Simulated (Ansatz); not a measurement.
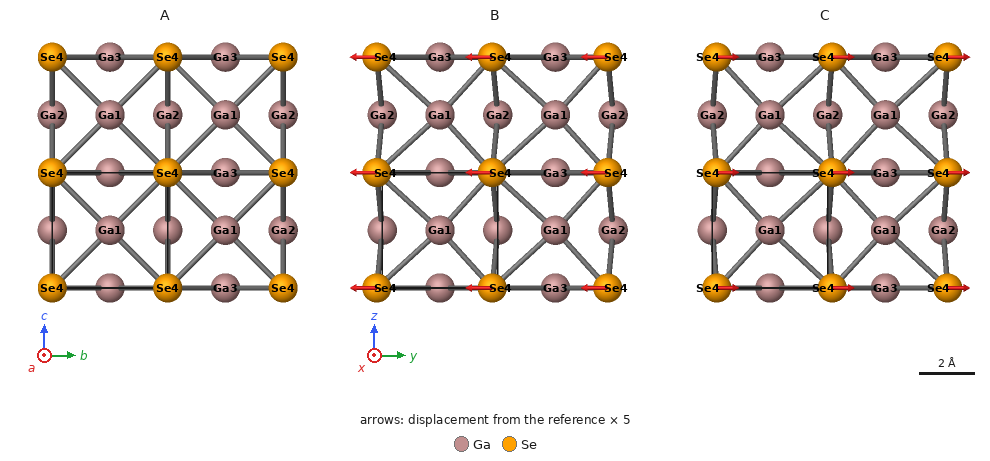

Energy scan for crystalline Ga₃Se (Pm-3m), in which Se4 (one in each cell of 4 atoms) is moved along Cartesian [0 1 0], all else fixed. Style: ball-and-stick. Shown: the cell of the calculation, repeated 1 × 2 × 2 with one cell outlined, along the a axis. Red arrows: displacements from the reference.

Level of theory: DFT PBEsol+D3(BJ), scalar-relativistic, plane waves, PAW in Ansatz. (plane-wave cutoff 420 eV; k-point mesh 12 × 12 × 12; occupations gaussian; smearing width 0.15 eV; no spin polarisation). Energies (free energies at the smearing named) are counted from the relaxed crystal.

Q: Order these geometries by energy, lowest first.

A: Lowest first: A (the displacement 0.00 Å, 0.0 meV/cell), C (the displacement 0.1667 Å, 14.8 meV/cell), B (the displacement −0.20 Å, 21.6 meV/cell). Over the whole scan: of the computed points the lowest is at the displacement 0.00 Å, 0.0 meV/cell. The end points stand at 21.6 meV/cell (−0.20 Å) and 21.6 meV/cell (0.20 Å). The curvature at zero is about 1 eV/Å². The well is symmetric. At the highest point the shortest interatomic distance is 2.85 Å, against 2.99 Å in the reference. The distortion takes the space group from Pm-3m to P4mm.
